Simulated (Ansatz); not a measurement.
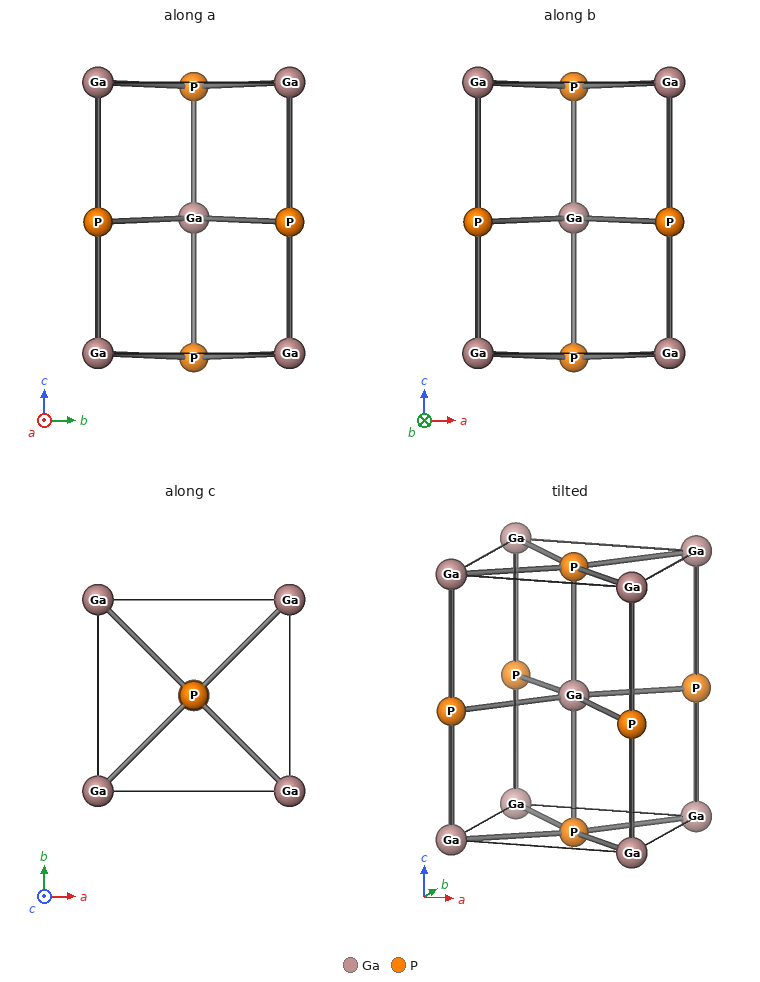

View along the a axis, along the b axis, along the c axis and slightly off an axis, drawn as a ball-and-stick model. The edges of the conventional unit cell are marked.

Lattice parameters: a = 3.6493 Å, b = 3.6493 Å, c = 5.1609 Å, α = 90.000°, β = 90.000°, γ = 90.000°.

Q: Convert the drawing into a CIF in P1 with every atom of the cell, with free fractional coordinates to two decimals.

A:
```cif
data_structure
_symmetry_space_group_name_H-M 'P 1'
_symmetry_Int_Tables_number 1
_cell_length_a 3.6493
_cell_length_b 3.6493
_cell_length_c 5.1609
_cell_angle_alpha 90.000
_cell_angle_beta 90.000
_cell_angle_gamma 90.000
_cell_volume 68.73
loop_
_atom_site_label
_atom_site_type_symbol
_atom_site_fract_x
_atom_site_fract_y
_atom_site_fract_z
_atom_site_occupancy
Ga1 Ga 0.00 0.00 0.00 1
P1 P 0.00 0.00 0.48 1
Ga2 Ga 0.50 0.50 0.50 1
P2 P 0.50 0.50 0.98 1
```

Its origin is a structure type filled with these elements by a generator (whether the compound takes this form wasn't checked). The cell was then strained or its atoms displaced on purpose. It went into a calculation with Ansatz.
